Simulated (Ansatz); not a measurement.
```
CELL_PARAMETERS angstrom
2.28159 -2.28159 0.00000
2.28159 2.28159 0.00000
0.00000 0.00000 4.51800
ATOMIC_POSITIONS crystal
Hf 0.00000 0.00000 0.00000
Hf 0.50000 0.50000 0.50000
N 0.50000 0.50000 0.00000
N 0.00000 0.00000 0.50000
```

Space group I4/mmm; changed on purpose from its base cell (equal xx and yy strain of +1 %, PAW files); computed without spin polarisation.

Theory: DFT, PBE, PAW with Ansatz's default frozen-core files, scalar-relativistic (Ansatz).

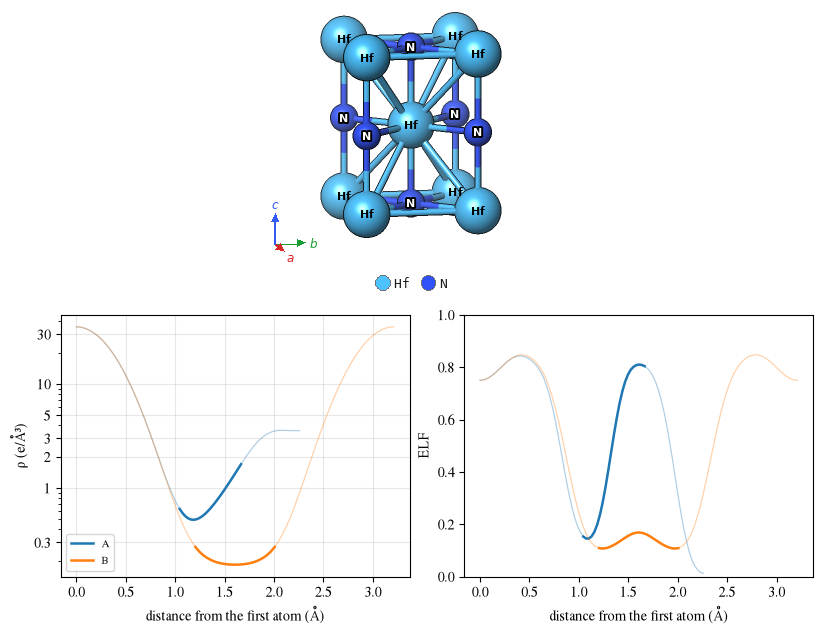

HfN. Valence charge density (pseudo) and ELF along straight lines between neighbouring atoms. Thin, pale parts lie inside the atomic spheres. The structure is drawn too.

The density is the valence pseudo-density of a PAW calculation; it isn't the true density close to the nuclei.

Which curve belongs to which contact (Hf–Hf and Hf–N)? The first atom named is at distance zero.

Curve A: Hf–N (2.26 Å): the density is about 0.51 e/Å³ at the midpoint; the ELF peaks at about 0.80 in the valence shell of N, 0.6 Å from its nucleus, and is about 0.15 at the midpoint; no localised pair shows between them. Curve B: Hf–Hf (3.21 Å): ρ is about 0.18 e/Å³ halfway; the ELF is about 0.15 at the midpoint; no shared electron pair shows on this line.
